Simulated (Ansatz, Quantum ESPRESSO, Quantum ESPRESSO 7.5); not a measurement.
**Evanescent states of LiH, rock salt type, lattice constant set to 4.0 Å**

Aim: how fast states decay in the gap of LiH, rock salt type, lattice constant set to 4.0 Å.

Calculated with Quantum ESPRESSO 7.5; plane-wave DFT, PBE, PseudoDojo norm-conserving pseudopotentials (cross-check by Ansatz 0.2.0 with PAW datasets).

## 1. Starting point

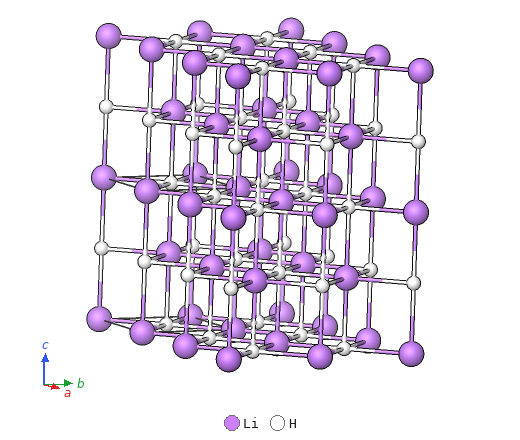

Start, viewed from the side, with the c axis up; lithium purple, hydrogen white. 3×2×2 cells are drawn. Some periodic images of atoms are drawn too.

As a file:

```cif
data_structure
_symmetry_space_group_name_H-M 'Fm-3m'
_symmetry_Int_Tables_number 225
_cell_length_a 4.0000
_cell_length_b 4.0000
_cell_length_c 4.0000
_cell_angle_alpha 90.000
_cell_angle_beta 90.000
_cell_angle_gamma 90.000
_cell_volume 64.00
loop_
_atom_site_label
_atom_site_type_symbol
_atom_site_symmetry_multiplicity
_atom_site_Wyckoff_symbol
_atom_site_fract_x
_atom_site_fract_y
_atom_site_fract_z
_atom_site_occupancy
Li1 Li 4 a 0.00000 0.00000 0.00000 1
H1 H 4 b 0.00000 0.50000 0.00000 1
```

## 2. SCF with pw.x

pwcond needs a cell whose third axis lies along the current and stands perpendicular to the other two.

The input, scf.in:

```
&control
  prefix = 'scf'
  outdir = './out'
  pseudo_dir = './pseudo'
  calculation = 'scf'
  tprnfor = .true.
/
&system
  ibrav = 0
  nat = 4
  ntyp = 2
  ecutwfc = 66
  ecutrho = 264
  occupations = 'fixed'
  nbnd = 8
/
&electrons
  conv_thr = 1e-09
  mixing_beta = 0.6
  electron_maxstep = 120
/
ATOMIC_SPECIES
  Li  6.9400  Li.dojo-sr-pbe-0.4.1-standard.upf
  H   1.0080  H.dojo-sr-pbe-0.4.1-standard.upf
CELL_PARAMETERS angstrom
  2.82842712474619 0.00000000000000 0.00000000000000
  0.00000000000000 2.82842712474619 0.00000000000000
  0.00000000000000 0.00000000000000 4.00000000000000
ATOMIC_POSITIONS crystal
  Li  0.000000000000 0.000000000000 0.000000000000
  H   0.500000000000 0.500000000000 0.000000000000
  Li  0.500000000000 0.500000000000 0.500000000000
  H   0.000000000000 0.000000000000 0.500000000000
K_POINTS automatic
  8 8 6 0 0 0
```

Launch:

```
$ OMP_NUM_THREADS=1 mpirun -n 2 pw.x -nk 2 -in scf.in > scf.out
```

The log of the run:

```text
Program PWSCF v.7.5 starts
[citation notice left out]

     Parallel version (MPI & OpenMP), running on       2 processor cores
     Number of MPI processes:                 2
     Threads/MPI process:                     1

     MPI processes distributed on     1 nodes
[...]
Current dimensions of program PWSCF are:
     Max number of different atomic species (ntypx) = 10
     Max number of k-points (npk) =  40000
     Max angular momentum in pseudopotentials (lmaxx) =  4
     Found identity + ( -0.5000 -0.5000 -0.5000) symmetry
     This is a supercell, fractional translations are disabled
     Message from routine setup:
     using ibrav=0 with symmetry is DISCOURAGED, use correct ibrav instead

     K-points division:     npool     =       2
     Subspace diagonalization in iterative solution of the eigenvalue problem:
     a serial algorithm will be used

     G-vector sticks info
     --------------------
     sticks:   dense  smooth     PW     G-vecs:    dense   smooth      PW
     Sum         593     593    185                15679    15679    2725

     Using Slab Decomposition

     bravais-lattice index     =            0
     lattice parameter (alat)  =       5.3450  a.u.
     unit-cell volume          =     215.9467 (a.u.)^3
     number of atoms/cell      =            4
     number of atomic types    =            2
     number of electrons       =         8.00
     number of Kohn-Sham states=            8
     kinetic-energy cutoff     =      66.0000  Ry
     charge density cutoff     =     264.0000  Ry
     scf convergence threshold =      1.0E-09
     mixing beta               =       0.6000
     number of iterations used =            8  plain     mixing
     Exchange-correlation= PBE
                           (   1   4   3   4   0   0   0)

     celldm(1)=   5.344953  celldm(2)=   0.000000  celldm(3)=   0.000000
     celldm(4)=   0.000000  celldm(5)=   0.000000  celldm(6)=   0.000000

     crystal axes: (cart. coord. in units of alat)
               a(1) = (   1.000000   0.000000   0.000000 )
               a(2) = (   0.000000   1.000000   0.000000 )
               a(3) = (   0.000000   0.000000   1.414214 )

     reciprocal axes: (cart. coord. in units 2 pi/alat)
               b(1) = (  1.000000  0.000000  0.000000 )
               b(2) = (  0.000000  1.000000  0.000000 )
               b(3) = (  0.000000  0.000000  0.707107 )

     PseudoPot. # 1 for Li read from file:
     ./pseudo/Li.dojo-sr-pbe-0.4.1-standard.upf
     Pseudo is Norm-conserving, Zval =  3.0
     Generated using ONCVPSP code by D. R. Hamann
     Using radial grid of 1944 points,  4 beta functions with:
                l(1) =   0
                l(2) =   0
                l(3) =   1
                l(4) =   1

     PseudoPot. # 2 for H  read from file:
     ./pseudo/H.dojo-sr-pbe-0.4.1-standard.upf
     Pseudo is Norm-conserving, Zval =  1.0
     Generated using ONCVPSP code by D. R. Hamann
     Using radial grid of 1166 points,  3 beta functions with:
                l(1) =   0
                l(2) =   0
                l(3) =   1

     atomic species   valence    mass     pseudopotential
     Li                3.00     6.94000     Li( 1.00)
     H                 1.00     1.00800     H ( 1.00)

     16 Sym. Ops., with inversion, found

   Cartesian axes

     site n.     atom                  positions (alat units)
         1        Li     tau(   1) = (   0.0000000   0.0000000   0.0000000  )
         2        H      tau(   2) = (   0.5000000   0.5000000   0.0000000  )
         3        Li     tau(   3) = (   0.5000000   0.5000000   0.7071068  )
         4        H      tau(   4) = (   0.0000000   0.0000000   0.7071068  )

     number of k points=    60
                       cart. coord. in units 2pi/alat
        k(    1) = (   0.0000000   0.0000000   0.0000000), wk =   0.0052083
        k(    2) = (   0.0000000   0.0000000   0.1178511), wk =   0.0104167
        k(    3) = (   0.0000000   0.0000000   0.2357023), wk =   0.0104167
        k(    4) = (   0.0000000   0.0000000  -0.3535534), wk =   0.0052083
        k(    5) = (   0.0000000   0.1250000   0.0000000), wk =   0.0208333
        k(    6) = (   0.0000000   0.1250000   0.1178511), wk =   0.0416667
        k(    7) = (   0.0000000   0.1250000   0.2357023), wk =   0.0416667
        k(    8) = (   0.0000000   0.1250000  -0.3535534), wk =   0.0208333
        k(    9) = (   0.0000000   0.2500000   0.0000000), wk =   0.0208333
        k(   10) = (   0.0000000   0.2500000   0.1178511), wk =   0.0416667
[...]
k(   60) = (  -0.5000000  -0.5000000  -0.3535534), wk =   0.0052083

     Dense  grid:    15679 G-vectors     FFT dimensions: (  27,  27,  40)

     Estimated max dynamical RAM per process >      18.89 MB

     Estimated total dynamical RAM >      33.95 MB

     Initial potential from superposition of free atoms

     starting charge       7.9909, renormalised to       8.0000
     Starting wfcs are    6 randomized atomic wfcs +    2 random wfcs

     total cpu time spent up to now is        0.4 secs

     per-process dynamical memory:    19.1 Mb

     Self-consistent Calculation

     iteration #  1     ecut=    66.00 Ry     beta= 0.60
     Davidson diagonalization with overlap
     ethr =  1.00E-02,  avg # of iterations =  6.0

     total cpu time spent up to now is        1.3 secs

     total energy              =     -31.26540711 Ry
     estimated scf accuracy    <       0.10286532 Ry

     iteration #  2     ecut=    66.00 Ry     beta= 0.60
[...]
total energy              =     -31.27093131 Ry
     estimated scf accuracy    <       0.00376491 Ry

     iteration #  3     ecut=    66.00 Ry     beta= 0.60
[...]
total energy              =     -31.27147123 Ry
     estimated scf accuracy    <       0.00003866 Ry

     iteration #  4     ecut=    66.00 Ry     beta= 0.60
[...]
total energy              =     -31.27147857 Ry
     estimated scf accuracy    <       0.00000089 Ry

     iteration #  5     ecut=    66.00 Ry     beta= 0.60
[...]
total energy              =     -31.27147869 Ry
     estimated scf accuracy    <       0.00000001 Ry

     iteration #  6     ecut=    66.00 Ry     beta= 0.60
[...]
End of self-consistent calculation

          k = 0.0000 0.0000 0.0000 (  1923 PWs)   bands (ev):

   -43.5746 -43.5131  -4.7856   0.6730   3.6570  11.5254  11.5254  14.7082

          k = 0.0000 0.0000 0.1179 (  1943 PWs)   bands (ev):

   -43.5705 -43.5172  -4.6201  -0.4608   5.2318  11.7757  11.7757  14.9684

          k = 0.0000 0.0000 0.2357 (  1968 PWs)   bands (ev):

   -43.5591 -43.5286  -4.1153  -2.0132   8.0487  12.5231  12.5231  13.9312

          k = 0.0000 0.0000-0.3536 (  1964 PWs)   bands (ev):

   -43.5438 -43.5437  -3.2509  -3.2509  11.1464  11.1464  13.7540  13.7540

          k = 0.0000 0.1250 0.0000 (  1920 PWs)   bands (ev):

   -43.5700 -43.5128  -4.6007   0.5826   3.9455   9.8439  11.8111  15.5209

          k = 0.0000 0.1250 0.1179 (  1946 PWs)   bands (ev):

   -43.5662 -43.5168  -4.4390  -0.4275   5.3426  10.1385  12.0608  14.1481

[...]
highest occupied, lowest unoccupied level (ev):     0.6730    3.6568

!    total energy              =     -31.27147869 Ry
     estimated scf accuracy    <          7.0E-11 Ry

     The total energy is the sum of the following terms:
     one-electron contribution =     -15.65356223 Ry
     hartree contribution      =       6.48495106 Ry
     xc contribution           =      -8.24185947 Ry
     ewald contribution        =     -13.86100805 Ry

     convergence has been achieved in   6 iterations

     Forces acting on atoms (cartesian axes, Ry/au):

     atom    1 type  1   force =     0.00000000    0.00000000    0.00000000
     atom    2 type  2   force =     0.00000000    0.00000000    0.00000000
     atom    3 type  1   force =     0.00000000    0.00000000    0.00000000
     atom    4 type  2   force =     0.00000000    0.00000000    0.00000000

     Total force =     0.000000     Total SCF correction =     0.000000

[...]
=------------------------------------------------------------------------------=
   JOB DONE.
=------------------------------------------------------------------------------=
```

Elapsed: 4.6 s, on 2 MPI ranks of Arm Neoverse V1, shared host; peak memory 0.11 GiB; 9.1 s of CPU time.

Numbers from this step:

- free energy: -425.4701 eV
- valence top, on the run's zero: 0.6730 eV
- conduction bottom, on the run's zero: 3.657 eV
- gap by band count: 2.984 eV

The run needed 6 iterations to bring the estimated error under 1e-09 Ry.

(Part 1 of 3 ends here.)

[Logs are printed without paths, hosts, clocks, repeated set-up lines and the standing remarks that a program may print on its own settings, such as how far it seeks lower states.]

[Hosts, paths, dates, database ids (printed as entryN), source tags and the programs' standing remarks are cut or masked in the printed files.]

[Maps of the electrostatic potential energy from Ansatz leave out the sawtooth potential of an applied field or a dipole correction, so their vacuum need not be flat; planar profiles and work functions include it.]
